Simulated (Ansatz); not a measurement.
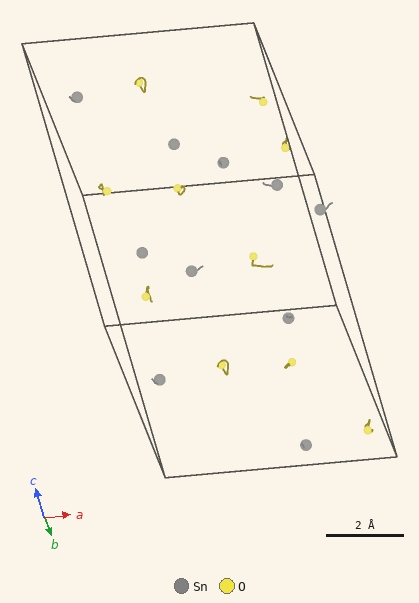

First-principles dynamics of a 16-atom cell of SnO (set up in Pmn2_1), 72 fs long. Lines trace each atom's path, in the colour of its element; spheres stand at the starting positions. Seen from a free direction in the simulation cell.

Method: Ansatz 0.2.0, DFT PBEsol, scalar-relativistic, plane waves, PAW. Run with plane-wave cutoff 420 eV; k-point mesh 2 × 2 × 2; Fermi-Dirac smearing 0.129 eV; volume 1.05 times that of the relaxed crystal; Langevin thermostat (NVT); set temperature 1500 K; time step 2 fs; friction 0.02 per fs.

Question: Describe the motion.

Answer: In the second half of the run the atoms are, in the root-mean-square, this far from where they began (common drift taken out): O 0.24 Å, Sn 0.22 Å. The run lasts only 72 fs, too short to tell vibration from diffusion. Over the second half the temperature averages 1258 K (spread ±108 K). The potential energy in the second half lies on average 90.9 meV per atom above the first frame. The mean pressure there is −2.9 GPa.

The run took 4.5 min on 4 threads of Arm Neoverse N1 (shared host), peak memory 0.98 GiB.
